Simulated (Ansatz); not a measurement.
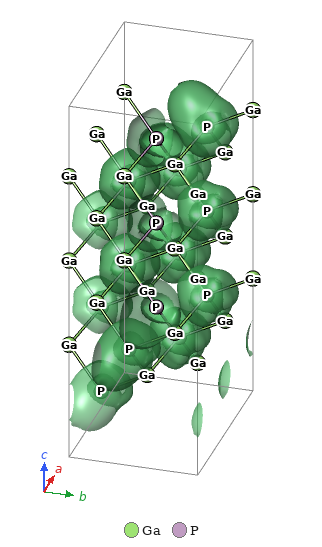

Figure 1: GaP (slab). Isosurface of the ELF at 0.7 (green), seen at an oblique angle. Only the valence region is drawn (cores and ρ < 0.01 e/Å³ removed). Sticks mark near contacts.

Not relaxed (largest force 1.9 eV/Å).

All numbers below come from Ansatz 0.2.0, DFT PBEsol, scalar-relativistic, plane waves, PAW.

In a PAW calculation such maps are meaningful between the atoms, not at the nuclei.

> Identify the bonds, lone pairs and shells in this picture.

The surface consists of six regions on P in which the atom's valence shell and bonds are merged, counted in one cell of 12 atoms. Counts are for one cell; the picture repeats the cell along the surface. Profiles from the grid: Ga–P (2.35 Å): the ELF peaks at about 0.85 in the valence shell of P, 0.9 Å from its nucleus, and is about 0.70 at the midpoint.
